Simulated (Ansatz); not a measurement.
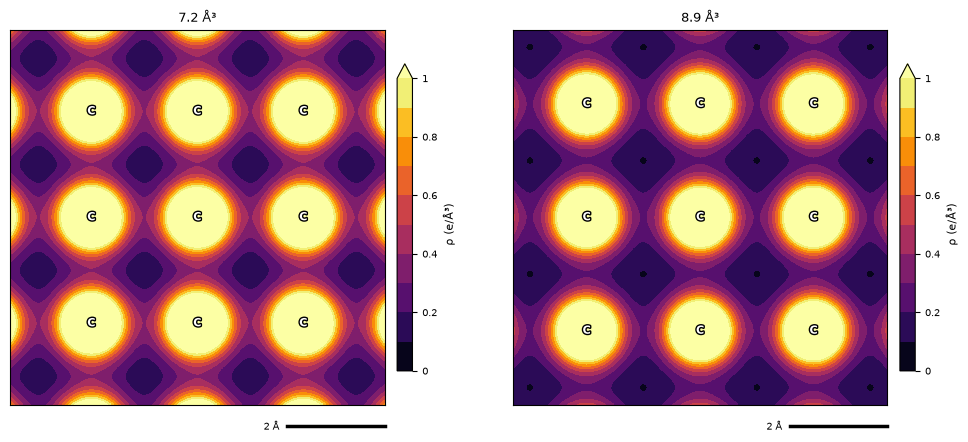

C. The valence electron density of cells scaled evenly to different volumes (given per atom above each panel), on the (101) plane of each (indices in the axes of the cell below), at one length scale and on one colour scale.

A generated structure, not necessarily the stable one.

These are results of Ansatz 0.2.0, DFT, BLYP, plane waves (420 eV) with PAW, scalar-relativistic, not measurements.

The density is the valence pseudo-density of a PAW calculation; it isn't the true density close to the nuclei.

The largest cell:

```cif
data_structure
_symmetry_space_group_name_H-M 'P 1'
_symmetry_Int_Tables_number 1
_cell_length_a 2.3244
_cell_length_b 2.3244
_cell_length_c 2.3244
_cell_angle_alpha 60.000
_cell_angle_beta 60.000
_cell_angle_gamma 60.000
_cell_volume 8.88
loop_
_atom_site_label
_atom_site_type_symbol
_atom_site_fract_x
_atom_site_fract_y
_atom_site_fract_z
_atom_site_occupancy
C1 C 0.00000 0.00000 0.00000 1
```

| volume (Å³/atom) | C–C contact in the plane (Å) | ρ at its midpoint (e/Å³) | pressure (GPa) | 
| --- | --- | --- | --- |
| 7.24 | 2.171 | 0.394 | 18.7 | 
| 8.55 | 2.295 | ? | ? | 
| 8.88 | 2.324 | 0.290 | −8.0 | 

> Estimate the missing row, and compare with the calculation.

Over the known rows ln ρ falls by 2.00 per Å of C–C distance (the line through the two), which gives 0.307 e/Å³ at 2.295 Å; the calculation gives 0.307 e/Å³. For the pressure, a straight line in volume between the neighbouring rows gives −2.6 GPa; the calculation gives −4.4, lower because pressure rises ever faster on compression.
